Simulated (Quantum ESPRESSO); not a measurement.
**A series of single points on NiSb**

System: NiSb (P6₃/mmc, 4 atoms in the cell).
Method: Kohn-Sham DFT of a periodic cell, PBE, SSSP 1.3 efficiency PBE, spin-polarised (Quantum ESPRESSO 7.5).

The 5 runs differ only in the geometry, by an even scaling of the cell at fixed fractional positions. The structure derives from an entry of the Crystallography Open Database.

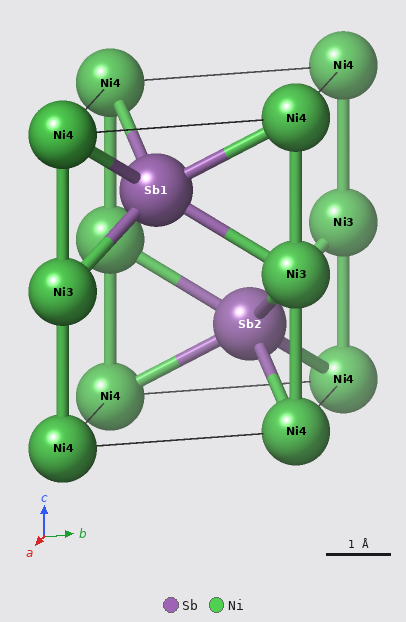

Figure 1. The structure of run 3 (ball-and-stick view of the cell of the calculation, seen slightly off an axis; atoms are numbered from 1 in the order of the input).

## Input of run 3
```
&CONTROL
  calculation = 'scf'
  prefix = 'pwscf'
  outdir = './tmp'
  pseudo_dir = './pseudo'
  tprnfor = .true.
  tstress = .true.
  disk_io = 'nowf'
/
&SYSTEM
  ibrav = 0
  nat = 4
  ntyp = 2
  ecutwfc = 55
  ecutrho = 440
  nbnd = 47
  occupations = 'smearing'
  smearing = 'fd'
  degauss = 0.00367493
  nspin = 2
  starting_magnetization(1) = 0
  starting_magnetization(2) = 0.0556
/
&ELECTRONS
  conv_thr = 8d-10
  electron_maxstep = 120
  mixing_beta = 0.3
/
ATOMIC_SPECIES
Sb   121.7600 sb_pbe_v1.4.uspp.F.UPF
Ni    58.6934 ni_pbe_v1.4.uspp.F.UPF
CELL_PARAMETERS angstrom
   3.9016367896    0.0000000000    0.0000000000
  -1.9508183948    3.3789165761    0.0000000000
   0.0000000000    0.0000000000    5.0856365485
ATOMIC_POSITIONS crystal
Sb     0.6666666667    0.3333333333    0.7500000000
Sb     0.3333333333    0.6666666667    0.2500000000
Ni     0.0000000000    0.0000000000    0.5000000000
Ni     0.0000000000    0.0000000000    0.0000000000
K_POINTS automatic
8 8 5 0 0 0
```

Command:
```bash
OMP_NUM_THREADS=2 pw.x -in pw.in > pw.out
```

Lattice vectors (Å) and fractional positions of run 3:
```
   3.901637    0.000000    0.000000
  -1.950818    3.378917    0.000000
   0.000000    0.000000    5.085637
Sb  0.666667  0.333333  0.750000
Sb  0.333333  0.666667  0.250000
Ni  0.000000  0.000000  0.500000
Ni  0.000000  0.000000  0.000000
```

Run 2 differs from it as follows:
```diff
-   3.9016367896    0.0000000000    0.0000000000
-  -1.9508183948    3.3789165761    0.0000000000
-   0.0000000000    0.0000000000    5.0856365485
+   3.8749124112    0.0000000000    0.0000000000
+  -1.9374562056    3.3557725856    0.0000000000
+   0.0000000000    0.0000000000    5.0508023282
```

## Results, with one run withheld

| run | volume per atom (Å³) | free energy per atom, from the lowest run given (meV) | pressure (GPa) |
| --- | --- | --- | --- |
| 1 | 16.077 | 61.37 | 13.56 |
| 2 | 16.419 | ? | ? |
| 3 | 16.761 | 17.98 | 6.88 |
| 4 | 17.103 | 6.18 | 4.05 |
| 5 | 17.446 | 0.00 | 1.58 |

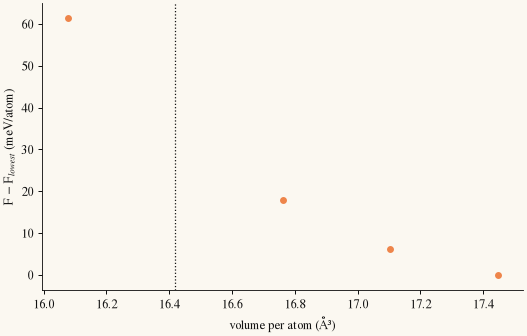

Figure 2. Free energy per atom of the runs given; the dotted line marks run 2.

What should run 2 give?

A quadratic polynomial in V^(−2/3) (the Birch–Murnaghan form), fitted to the 4 runs given, misses them by at most 0.04 meV per atom. With x = V^(−2/3) − 0.15225 Å⁻², it reads F = 14.999 + 6595.6 x + 6.7405e+05 x² (meV per atom). At run 2 it gives 36.19 meV per atom, and the run itself gives 36.11. The slope of the fit gives a pressure −dF/dV of 10.10 GPa there, and the run prints 10.01 GPa. The two needn't agree exactly: the fit is approximate, and the printed stress is taken on a finite basis. The fit has no minimum inside this range.

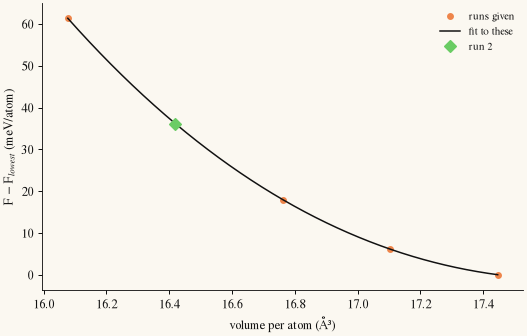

Figure 3. The fit and the withheld run.

## Some lines of the output (run 2)
```
[...]
     total energy              =   -1056.51688716 Ry
     total energy              =   -1056.52441501 Ry
     total energy              =   -1056.52555604 Ry
     total energy              =   -1056.52563966 Ry
     total energy              =   -1056.52560775 Ry
     total energy              =   -1056.52562922 Ry
     total energy              =   -1056.52562958 Ry
     total energy              =   -1056.52562975 Ry
     total energy              =   -1056.52562988 Ry
     the Fermi energy is    16.1834 ev
!    total energy              =   -1056.52562988 Ry
     The total energy is F=E-TS. E is the sum of the following terms:
     Computing stress (Cartesian axis) and pressure
          total   stress  (Ry/bohr**3)                   (kbar)     P=      100.12
```
